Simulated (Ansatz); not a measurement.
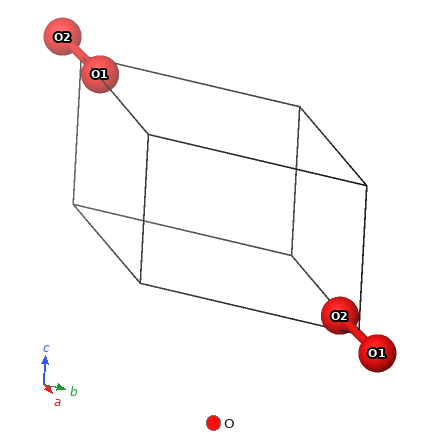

The system is O (Fmmm, No. 69; 2 atoms in the cell); the picture shows the reference structure. The energy is mapped over volume and the cell's shape. The first coordinate is: volume per atom; the second: stretch along c over the lengths across it, relative to the relaxed cell. Nothing is relaxed (fractional coordinates fixed). The scan uses a 5 × 5 grid. Points are written as (first, second). All energies are given in meV/atom relative to the lowest grid point. The runs have no spin polarisation; a magnetic state may lie lower. Computed with Ansatz 0.2.0, DFT PBEsol, scalar-relativistic, plane waves, PAW. Settings: cutoff 520 eV, k-mesh 22×22×22, gaussian smearing 0.15 eV, no spin polarisation.

Its coordinates:

```yaml
crystal:
  lattice:
    - [0.00000, 1.65436, 4.46251]
    - [1.66003, 0.00000, 4.46251]
    - [1.66003, 1.65436, 0.00000]
  atoms:
    - { symbol: O, position: [0.06751, 0.06751, 0.93249] }
    - { symbol: O, position: [0.93249, 0.93249, 0.06751] }
```

Range: volume per atom from 10.29 to 14.22 Å³; stretch along c over the lengths across it, relative to the relaxed cell from 0.886 to 1.128.

**What will the energy surface look like?**

The lowest grid point is at (12.26 Å³, 1.000). No other kind of well shows on this grid. The highest grid point, (10.29 Å³, 0.886), lies 663 meV/atom above the lowest. Round the minimum the valley is strongly tilted: raising volume per atom shifts the best value of the second coordinate downwards (coupling k₁₂/√(k₁₁k₂₂) about 0.6).

```
second ↓, first →  10.29  11.28  12.26  13.24  14.22
            1.128    163    136    175    253    358
            1.062     93     34     46    103    189
            1.000    139     30      0     23     80
            0.942    321    139     51     26     43
            0.886    663    384    218    129     94
```

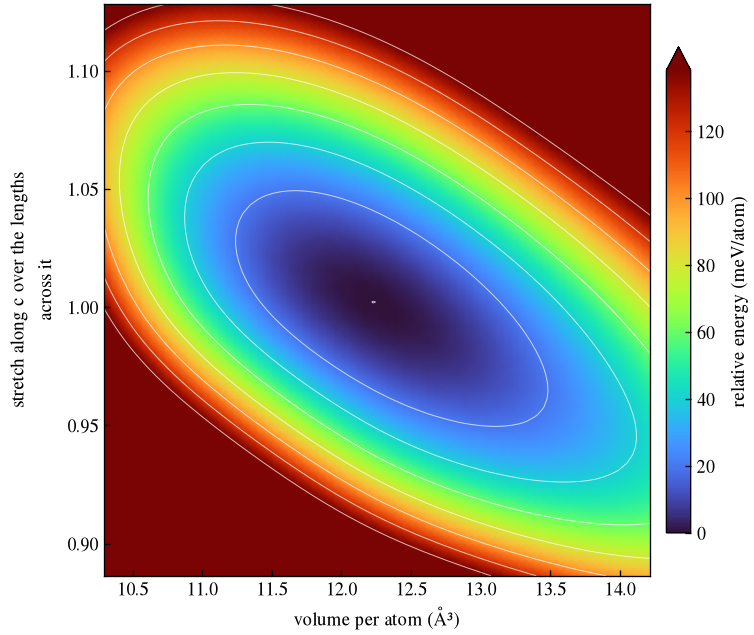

The picture shows a smooth colour map with a few white contour lines, one colour for all values above the top of the scale. Between grid points the surface is interpolated.

Time for the 25 points that were run: 10 min on 1 thread of Arm Neoverse V2, on a shared host.
